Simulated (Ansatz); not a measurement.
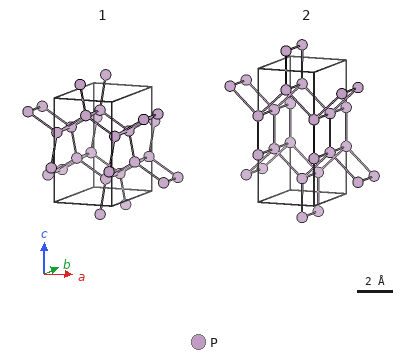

Two geometries of crystalline P (a generated structure, set up in Imma) (coarse preliminary run), drawn at one scale. One is the start of a relaxation, the other its converged end. The picture is a ball-and-stick view of the conventional cell (2 times the calculation's cell), seen slightly off an axis. Lengths and directions refer to the drawn axes.

Level of theory: Ansatz, DFT PBE, scalar-relativistic, plane waves, PAW. Set-up: plane-wave cutoff 420 eV; k-point mesh 6 × 6 × 6; occupations gaussian; smearing width 0.1 eV; no spin polarisation; cell and atoms relaxed; force threshold 0.04 eV/Å; at most 70 steps.

Which geometry has the lower energy?

Answer. Structure 2 is the relaxed one. The energy falls by 622 meV per atom in 18 accepted moves (20 points after the start). Largest force component: 1 eV/Å at the start, 0.027 eV/Å at the end. Pressure: 21.80 GPa at the start and 0.08 GPa at the end. At 2 points the geometry stayed and the basis and grid were re-selected for the new cell (energy shift of 17.1 meV per atom at most each time). The largest moves relative to the cell, 0.36 Å, are those of P atoms. Cell: a 3.657 → 3.533 Å (−3.4 %), b 5.986 → 4.842 Å (−19.1 %), c 6.147 → 7.890 Å (+28.4 %). Volume +0.3 %. Some distances before and after: P–P 3.844 → 2.421 Å, P–P 2.142 → 2.421 Å, P–P 2.138 → 2.298 Å. New bonds form: P–P (3.84 → 2.42 Å). Bond angles that change, for instance: P–P–P 113.5° → 90.0°, P–P–P 117.4° → 94.0°, P–P–P 118.5° → 133.0°. The space group (tolerance 0.01 Å) goes from Imma (No. 74) to Cmmm (No. 65). Cost: 2.2 min on 1 thread of Intel(R) Xeon(R) Processor @ 2.50GHz (Skylake/Cascade Lake), with other jobs on the host, peak memory 0.39 GiB.
